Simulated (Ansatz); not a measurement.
**Geometry relaxation of Al5Ga2N8 (part 1 of 2)**

System: Al5Ga2N8 (defect cell, 15 atoms in the cell).
Method: DFT PBEsol, scalar-relativistic, plane waves, PAW, no spin polarisation (Ansatz 0.2.0).

The structure derives from a Materials Project entry. It belongs to a series of runs on one base structure; here: Al vacancy, atoms relaxed.

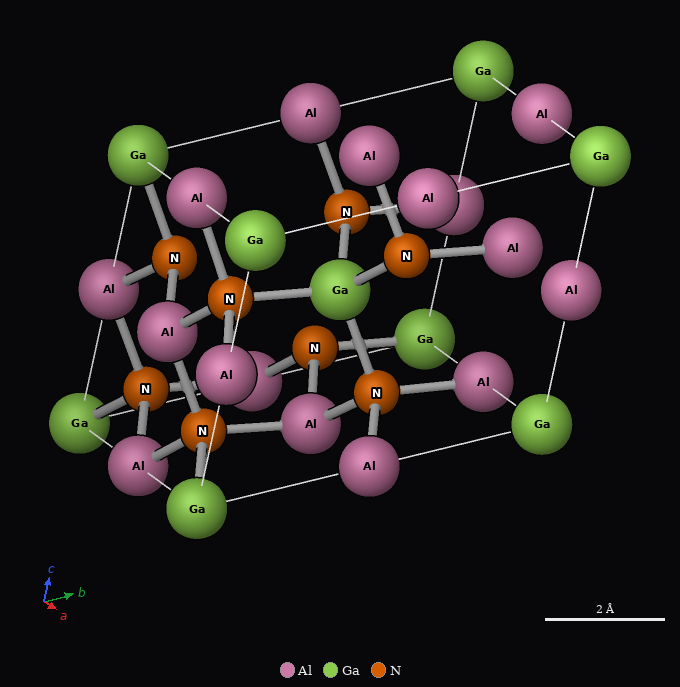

Figure 1. The structure as given in the input (ball-and-stick view of the cell of the calculation, seen slightly off an axis).

Summary

| quantity | value |
| --- | --- |
| outcome | converged |
| electrons treated | 81 |
| free energy | −13147.3316 eV |
| Fermi energy | 6.901 eV |
| gap on the k-point mesh | none (metallic) |
| pressure | 2.21 GPa |
| final volume | 171.18 Å³ |
| largest force (length of the vector) at the end | 0.009 eV/Å |
| hardware | 4 threads of Arm Neoverse V1, 24 GiB of memory available, shared host |
| wall time | 20 s (CPU time 77 s) |
| peak memory | 0.59 GiB |

The program warns: the SCF threshold is looser than advised for the printed stress. The cell holds an odd number of electrons but the run has no spin polarisation, so it comes out as a metal.

Input
```yaml
crystal:
  lattice:
    - [-4.4069948372, 4.4069948372, 0.0]
    - [0.0, 4.4069948372, -4.4069948372]
    - [-4.4069948372, 0.0, -4.4069948372]
  atoms:
    - { symbol: Al, position: [0.5, 0.0, 0.0] }
    - { symbol: Al, position: [0.5, 0.5, 0.0] }
    - { symbol: Al, position: [0.0, 0.0, 0.5] }
    - { symbol: Al, position: [0.5, 0.0, 0.5] }
    - { symbol: Al, position: [0.0, 0.5, 0.0] }
    - { symbol: Ga, position: [0.5, 0.5, 0.5] }
    - { symbol: Ga, position: [0.0, 0.0, 0.0] }
    - { symbol: "N", position: [0.6276461415, 0.1170615756, 0.6276461415] }
    - { symbol: "N", position: [0.1276461415, 0.6170615756, 0.1276461415] }
    - { symbol: "N", position: [0.6276461415, 0.6276461415, 0.6276461415] }
    - { symbol: "N", position: [0.1276461415, 0.1276461415, 0.1276461415] }
    - { symbol: "N", position: [0.1170615756, 0.6276461415, 0.6276461415] }
    - { symbol: "N", position: [0.6170615756, 0.1276461415, 0.1276461415] }
    - { symbol: "N", position: [0.6276461415, 0.6276461415, 0.1170615756] }
    - { symbol: "N", position: [0.1276461415, 0.1276461415, 0.6170615756] }
basis:
  ecutwfc: 420
kpoints:
  mp_grid: { grid: [4, 4, 4] }
hamiltonian:
  xc: pbesol
scf:
  occupations: { method: gaussian, width: 0.05 }
output:
  forces: true
  stress: true
  eigenvalues: true
  write_density: true
  write_potential: true
  elf: true
  volumetric_format: npy
relax:
  adjacent_minimum: "off"
  f_tol: 0.02
  max_steps: 50
```

Launched with:
```bash
ansatz run input.yaml --threads 4 --pin off --max-ram 9216MiB --backend cpu --events-out ev --progress --plain --runs-dir out
```

The program's output
```
Warning: output.stress: scf.convergence.dr2_threshold = 1e-7 eV (the SCF's general default) is looser than the 1.5e-9 eV advised for a printed stress (1e-10 eV for each atom of the cell: 15). What an SCF threshold leaves in a stress goes as its square root, and in the free energy as the threshold itself, and one threshold admits the most on a small cell: of the crystals measured, under no hybrid functional and no lock of the moments, on runs that ended without the residual-converged pass, on stresses that held no estimate of that error, the worst erred by over 100 MPa in a component at 1e-7 eV an atom and by under 5 at 1e-10. Every solve of this run answers to scf.convergence.dr2_threshold, and the tensor of one is reported: a single SCF on the reported geometry and on this run's grids (its basis.xc_grid and basis.ecutrho_ratio typed), with scf.convergence.dr2_threshold at 1.5e-9 eV or tighter, prints it and tightens no other solve. Else set scf.convergence.dr2_threshold to 1.5e-9 eV or tighter. The threshold is an SCF's pass mark: one that does not reach it within its budget of iterations ends unconverged, or closes short of it on a stop that the run arms, and scf.convergence.dr2_threshold's page says what that costs each kind of run
Engine: ansatz 0.2.0, aarch64-unknown-linux-gnu
Pseudopotentials: kind: paw
Pseudopotential: Al, paw, valence charge 3, recommended cutoff 420 eV (normal), Al.paw.azcp
Pseudopotential: Ga, paw, valence charge 13, recommended cutoff 420 eV (normal), Ga.paw.azcp
Pseudopotential: N, paw, valence charge 5, recommended cutoff 420 eV (normal), N.paw.azcp
Functional definition: PBEsol
  exchange = pbesol_x
  correlation = pbesol_c
Crystal: 15 atoms, lattice volume = 171.182 Å³
Basis set: ecut = 420 eV, 3383 PW (Γ), exchange–correlation on 90×90×90 points (8 copies of the dense FFT grid, shifted against one another)
Bands: 56, of which v1, the nominal top of the filled ones, is band 41 counted from 1 (40 counted from 0)
Symmetry: 8 space group operations
Space group: I-4m2 (ITA 119), of the structure as read, at distance tolerance 5.6e-5 Å
k-points: 13 of 64 (time reversal used)
Non-local potential: Al, projectors of the file, l = 0: 2, l = 1: 2, l = 2: 1
Non-local potential: Ga, projectors of the file, l = 0: 2, l = 1: 2, l = 2: 3, l = 3: 1
Non-local potential: N, projectors of the file, l = 0: 2, l = 1: 2, l = 2: 1
PAW form: soft (Blöchl's): semilocal exchange-correlation on the pseudo side does not see the compensation charge
PAW frozen core: Al, regenerated for the run's functional, and the local potential with it (the file was generated under x = pbe(κ = 0.804, μ = 0.2195149727645171), c = pbe(β = 0.06672455060314922))
PAW frozen core: Ga, regenerated for the run's functional, and the local potential with it (the file was generated under x = pbe(κ = 0.804, μ = 0.2195149727645171), c = pbe(β = 0.06672455060314922))
PAW frozen core: N, regenerated for the run's functional, and the local potential with it (the file was generated under x = pbe(κ = 0.804, μ = 0.2195149727645171), c = pbe(β = 0.06672455060314922))
PAW one-centre angular grid: Al, 110 points (default); XC on 64 Gauss nodes
PAW one-centre angular grid: Ga, 590 points (default); XC on 64 Gauss nodes
PAW one-centre angular grid: N, 110 points (default); XC on 64 Gauss nodes
Initial density: superposition of atomic densities (neutral atoms: chi_scale 0, normalization atom), corrected by the library's trained network
Initial wavefunctions: pseudopotential atomic-orbital guess
Functional: x = pbesol(κ = 0.804, μ = 0.12345679012345678), c = pbesol(β = 0.046)
SCF iter   1: F=—  HF=-13146.758165 eV  |F-HF|=—  |Δ(HF+E_count)|=         —  Δρ=1.19e-2  dr2=3.04e-1  ethr=1.77e-3  ⟨swp⟩=6.2  Hψ=3093  notcnv=0  defer=54
preconditioner: auto → Kerker (q_TF=auto, 2.408 Å⁻¹)  [metal: Δε(μ)=0.040 eV  Ē_g=14.059 eV  σ=0.050 eV  W_gap=0.42  n_scr=50 (ndim 8)  ℏωp=25.5 eV  f_vac=0.000  D(μ)=10.54/eV (n_scr^D=112)]
SCF iter   2: F=—  HF=-13146.696004 eV  |F-HF|=—  |Δ(HF+E_count)|=   6.22e-2  Δρ=5.21e-3  dr2=8.93e-2  ethr=3.76e-4  ⟨swp⟩=2.0  Hψ=931  notcnv=0  defer=107
SCF iter   3: F=—  HF=-13146.674633 eV  |F-HF|=—  |Δ(HF+E_count)|=   2.14e-2  Δρ=1.53e-3  dr2=1.13e-2  ethr=1.10e-4  ⟨swp⟩=2.1  Hψ=978  notcnv=0  defer=107
SCF iter   4: F=—  HF=-13146.672323 eV  |F-HF|=—  |Δ(HF+E_count)|=   2.31e-3  Δρ=1.12e-3  dr2=2.90e-3  ethr=1.40e-5  ⟨swp⟩=2.3  Hψ=1116  notcnv=0  defer=107
SCF iter   5: F=—  HF=-13146.670513 eV  |F-HF|=—  |Δ(HF+E_count)|=   1.81e-3  Δρ=4.16e-4  dr2=4.44e-4  ethr=3.58e-6  ⟨swp⟩=2.0  Hψ=1140  notcnv=0  defer=107
SCF iter   6: F=—  HF=-13146.670441 eV  |F-HF|=—  |Δ(HF+E_count)|=   7.15e-5  Δρ=2.04e-4  dr2=8.33e-5  ethr=5.48e-7  ⟨swp⟩=3.0  Hψ=1233  notcnv=0  defer=107
SCF iter   7: F=-13146.670425 eV  HF=-13146.670426 eV  |F-HF|=1.65e-6  |Δ(HF+E_count)|=   1.49e-5  Δρ=3.89e-5  dr2=5.25e-6  ethr=1.23e-8  ⟨swp⟩=18.9  Hψ=6532  notcnv=0
SCF 1 converged in 7 iterations: F = -13146.670425 eV  dr2 = 5.25e-6
  greatest PAW one-centre occupation: 0.996 electrons in one spin orbital (limit 2), on the Ga atom at site 6 (counted from 0), in its partial waves of l = 2
relax step   1: F+E_penalty+E_count = -13146.67042468 eV  Δ(F+E_penalty+E_count) = +0.000e0 eV  max|allowed force component| = 8.818e-1 eV/Å  Δτ_max = 0.0000 Å  (7 SCF iters, dr2 threshold 1.00e-5 eV, accepted)
Initial density: handed on by an earlier stage of this run
Initial wavefunctions: those handed on with the density
iter 1 solved again at ethr=1.65e-4 eV; its pass at ethr=3.10e-3 eV (dr2=1.34e-1 eV) is discarded
SCF iter   1: F=—  HF=-13147.240442 eV  |F-HF|=—  |Δ(HF+E_count)|=         —  Δρ=1.40e-2  dr2=1.36e-1  ethr=1.65e-4  ⟨swp⟩=1.0  Hψ=2633  notcnv=0  defer=106
preconditioner: auto → Kerker (q_TF=auto, 2.408 Å⁻¹)  [metal: Δε(μ)=0.024 eV  Ē_g=14.195 eV  σ=0.050 eV  W_gap=0.27  n_scr=50 (ndim 8)  ℏωp=25.5 eV  f_vac=0.000  D(μ)=9.86/eV (n_scr^D=112)]
SCF iter   2: F=—  HF=-13147.216529 eV  |F-HF|=—  |Δ(HF+E_count)|=   2.39e-2  Δρ=7.04e-3  dr2=4.39e-2  ethr=1.65e-4  ⟨swp⟩=1.8  Hψ=643  notcnv=0  defer=106
SCF iter   3: F=—  HF=-13147.206883 eV  |F-HF|=—  |Δ(HF+E_count)|=   9.65e-3  Δρ=9.49e-4  dr2=4.10e-3  ethr=5.42e-5  ⟨swp⟩=2.0  Hψ=903  notcnv=0  defer=106
SCF iter   4: F=—  HF=-13147.205900 eV  |F-HF|=—  |Δ(HF+E_count)|=   9.83e-4  Δρ=5.09e-4  dr2=7.70e-4  ethr=5.06e-6  ⟨swp⟩=2.2  Hψ=1077  notcnv=0  defer=106
SCF iter   5: F=—  HF=-13147.205562 eV  |F-HF|=—  |Δ(HF+E_count)|=   3.38e-4  Δρ=2.74e-4  dr2=2.53e-4  ethr=9.50e-7  ⟨swp⟩=2.1  Hψ=1120  notcnv=0  defer=106
SCF iter   6: F=-13147.205445 eV  HF=-13147.205473 eV  |F-HF|=2.75e-5  |Δ(HF+E_count)|=   8.95e-5  Δρ=9.10e-5  dr2=4.11e-5  ethr=6.00e-8  ⟨swp⟩=19.6  Hψ=6902  notcnv=0
SCF 2 converged in 6 iterations: F = -13147.205445 eV  dr2 = 4.11e-5
  greatest PAW one-centre occupation: 0.996 electrons in one spin orbital (limit 2), on the Ga atom at site 5 (counted from 0), in its partial waves of l = 2
relax step   2: F+E_penalty+E_count = -13147.20544546 eV  Δ(F+E_penalty+E_count) = -5.350e-1 eV  max|allowed force component| = 4.875e-1 eV/Å  Δτ_max = 0.1040 Å  (6 SCF iters, dr2 threshold 4.86e-5 eV, accepted)
SCF iter   1: F=—  HF=-13147.366435 eV  |F-HF|=—  |Δ(HF+E_count)|=         —  Δρ=1.31e-2  dr2=1.49e-1  ethr=1.18e-3  ⟨swp⟩=4.0  Hψ=1825  notcnv=0  defer=106
preconditioner: auto → Kerker (q_TF=auto, 2.408 Å⁻¹)  [metal: Δε(μ)=0.036 eV  Ē_g=14.229 eV  σ=0.050 eV  W_gap=0.39  n_scr=50 (ndim 8)  ℏωp=25.5 eV  f_vac=0.001  D(μ)=7.62/eV (n_scr^D=58)]
SCF iter   2: F=—  HF=-13147.338678 eV  |F-HF|=—  |Δ(HF+E_count)|=   2.78e-2  Δρ=6.55e-3  dr2=4.84e-2  ethr=1.84e-4  ⟨swp⟩=2.0  Hψ=900  notcnv=0  defer=106
SCF iter   3: F=—  HF=-13147.327257 eV  |F-HF|=—  |Δ(HF+E_count)|=   1.14e-2  Δρ=9.02e-4  dr2=3.12e-3  ethr=5.97e-5  ⟨swp⟩=2.0  Hψ=942  notcnv=0  defer=106
SCF iter   4: F=—  HF=-13147.326388 eV  |F-HF|=—  |Δ(HF+E_count)|=   8.68e-4  Δρ=3.06e-4  dr2=3.86e-4  ethr=3.86e-6  ⟨swp⟩=2.5  Hψ=1032  notcnv=0  defer=106
SCF iter   5: F=—  HF=-13147.326332 eV  |F-HF|=—  |Δ(HF+E_count)|=   5.63e-5  Δρ=2.15e-4  dr2=8.88e-5  ethr=4.77e-7  ⟨swp⟩=2.0  Hψ=1135  notcnv=0  defer=106
SCF iter   6: F=—  HF=-13147.326269 eV  |F-HF|=—  |Δ(HF+E_count)|=   6.28e-5  Δρ=7.96e-5  dr2=1.75e-5  ethr=1.10e-7  ⟨swp⟩=2.0  Hψ=1123  notcnv=0  defer=106
SCF iter   7: F=-13147.326261 eV  HF=-13147.326263 eV  |F-HF|=1.84e-6  |Δ(HF+E_count)|=   6.08e-6  Δρ=2.57e-5  dr2=3.24e-6  ethr=1.83e-8  ⟨swp⟩=19.0  Hψ=7203  notcnv=0
SCF 3 converged in 7 iterations: F = -13147.326261 eV  dr2 = 3.24e-6
relax step   3: F+E_penalty+E_count = -13147.32626121 eV  Δ(F+E_penalty+E_count) = -1.208e-1 eV  max|allowed force component| = 1.355e-1 eV/Å  Δτ_max = 0.0914 Å  (7 SCF iters, dr2 threshold 1.49e-5 eV, accepted)
SCF iter   1: F=—  HF=-13147.331817 eV  |F-HF|=—  |Δ(HF+E_count)|=         —  Δρ=2.24e-3  dr2=2.53e-3  ethr=4.51e-5  ⟨swp⟩=2.2  Hψ=1572  notcnv=0  defer=106
preconditioner: auto → Kerker (q_TF=auto, 2.408 Å⁻¹)  [metal: Δε(μ)=0.045 eV  Ē_g=14.201 eV  σ=0.050 eV  W_gap=0.47  n_scr=50 (ndim 8)  ℏωp=25.5 eV  f_vac=0.001  D(μ)=6.89/eV (n_scr^D=58)]
SCF iter   2: F=—  HF=-13147.331262 eV  |F-HF|=—  |Δ(HF+E_count)|=   5.55e-4  Δρ=1.15e-3  dr2=7.42e-4  ethr=3.12e-6  ⟨swp⟩=1.0  Hψ=845  notcnv=0  defer=106
SCF iter   3: F=—  HF=-13147.331201 eV  |F-HF|=—  |Δ(HF+E_count)|=   6.10e-5  Δρ=1.12e-4  dr2=3.49e-5  ethr=9.16e-7  ⟨swp⟩=2.9  Hψ=1293  notcnv=0  defer=106
SCF iter   4: F=—  HF=-13147.331197 eV  |F-HF|=—  |Δ(HF+E_count)|=   3.56e-6  Δρ=4.97e-5  dr2=6.87e-6  ethr=4.31e-8  ⟨swp⟩=2.2  Hψ=1111  notcnv=0  defer=106
SCF iter   5: F=—  HF=-13147.331194 eV  |F-HF|=—  |Δ(HF+E_count)|=   2.83e-6  Δρ=2.54e-5  dr2=3.13e-6  ethr=8.48e-9  ⟨swp⟩=2.2  Hψ=949  notcnv=0  defer=106
SCF iter   6: F=-13147.331193 eV  HF=-13147.331193 eV  |F-HF|=7.98e-7  |Δ(HF+E_count)|=   8.43e-7  Δρ=1.26e-5  dr2=1.11e-6  ethr=1.75e-9  ⟨swp⟩=15.1  Hψ=5680  notcnv=0
SCF 4 converged in 6 iterations: F = -13147.331193 eV  dr2 = 1.11e-6
relax step   4: F+E_penalty+E_count = -13147.33119258 eV  Δ(F+E_penalty+E_count) = -4.931e-3 eV  max|allowed force component| = 2.286e-2 eV/Å  Δτ_max = 0.0118 Å  (6 SCF iters, dr2 threshold 1.42e-6 eV, accepted)
SCF iter   1: F=—  HF=-13147.331743 eV  |F-HF|=—  |Δ(HF+E_count)|=         —  Δρ=1.08e-3  dr2=6.50e-4  ethr=8.10e-6  ⟨swp⟩=2.0  Hψ=1571  notcnv=0  defer=106
preconditioner: auto → Resta (q_TF=auto, 2.408 Å⁻¹)  ε∞=4.2  [insulator: Δε(μ)=0.049 eV  Ē_g=14.201 eV  σ=0.050 eV  W_gap=0.50  n_scr=50 (ndim 8)  ℏωp=25.5 eV  f_vac=0.001  D(μ)=6.53/eV (n_scr^D=58)  ε∞_Penn≈4.2]
SCF iter   2: F=—  HF=-13147.331582 eV  |F-HF|=—  |Δ(HF+E_count)|=   1.60e-4  Δρ=5.33e-4  dr2=1.66e-4  ethr=8.03e-7  ⟨swp⟩=1.0  Hψ=845  notcnv=0  defer=106
SCF iter   3: F=—  HF=-13147.331557 eV  |F-HF|=—  |Δ(HF+E_count)|=   2.53e-5  Δρ=4.50e-5  dr2=2.87e-6  ethr=2.05e-7  ⟨swp⟩=3.0  Hψ=1334  notcnv=0  defer=106
SCF iter   4: F=—  HF=-13147.331635 eV  |F-HF|=—  |Δ(HF+E_count)|=   7.77e-5  Δρ=8.64e-6  dr2=1.14e-7  ethr=3.54e-9  ⟨swp⟩=2.5  Hψ=1115  notcnv=0  defer=106
iter 5 did not close the SCF: its close was put off for the readings that it lacked (scf_convergence_deferred on its scf_iter line)
SCF iter   5: F=-13147.331635 eV  HF=-13147.331635 eV  |F-HF|=5.54e-8  |Δ(HF+E_count)|=   7.99e-9  Δρ=4.43e-6  dr2=2.50e-8  ethr=1.41e-10  ⟨swp⟩=2.0  Hψ=1145  notcnv=0  defer=106
SCF iter   6: F=-13147.331635 eV  HF=-13147.331635 eV  |F-HF|=1.05e-9  |Δ(HF+E_count)|=   1.85e-8  Δρ=1.52e-6  dr2=5.71e-9  ethr=3.08e-11  ⟨swp⟩=12.7  Hψ=4880  notcnv=0
SCF 5 converged in 6 iterations: F = -13147.331635 eV  dr2 = 5.71e-9
relax step   5: F+E_penalty+E_count = -13147.33163464 eV  Δ(F+E_penalty+E_count) = -4.421e-4 eV  max|allowed force component| = 8.626e-3 eV/Å  Δτ_max = 0.0062 Å  (6 SCF iters, accepted)
```

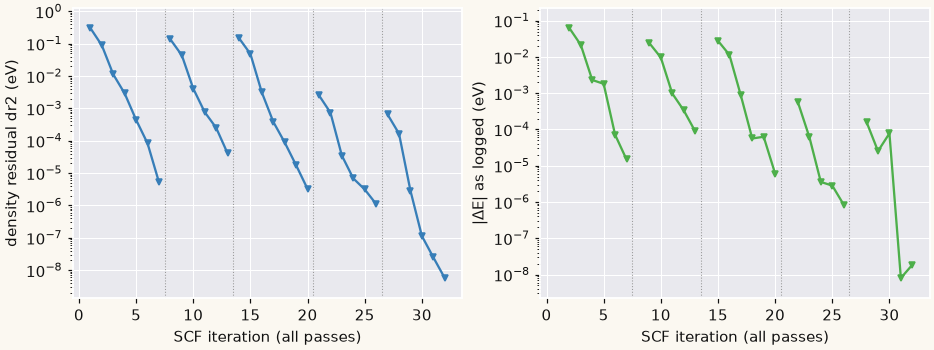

Figure 2. Convergence of the self-consistent field: density residual dr2 and size of the energy change against the SCF iteration. The dotted lines part the SCF passes of the relaxation: geometry steps, rejected trials and re-solves on a re-selected basis. The 5 passes take 6 to 7 iterations each, 32 in all.

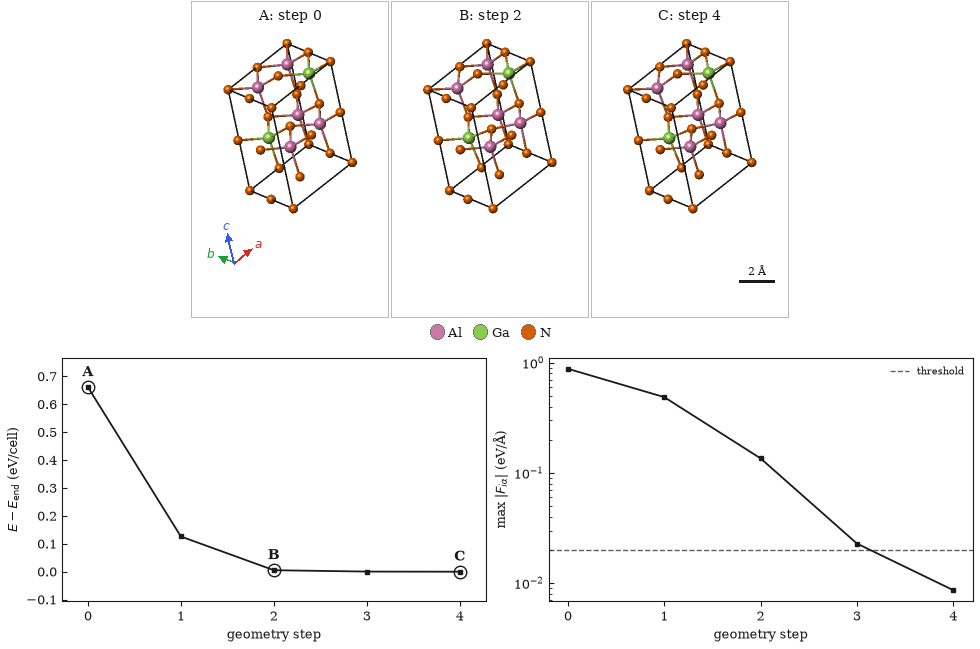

Figure 3. Frames of the relaxation (ball-and-stick view of the cell of the calculation (origin shifted), seen slightly off an axis) above the curves, on which the letters mark them (the first geometry is step 0 here and step 1 in the log).
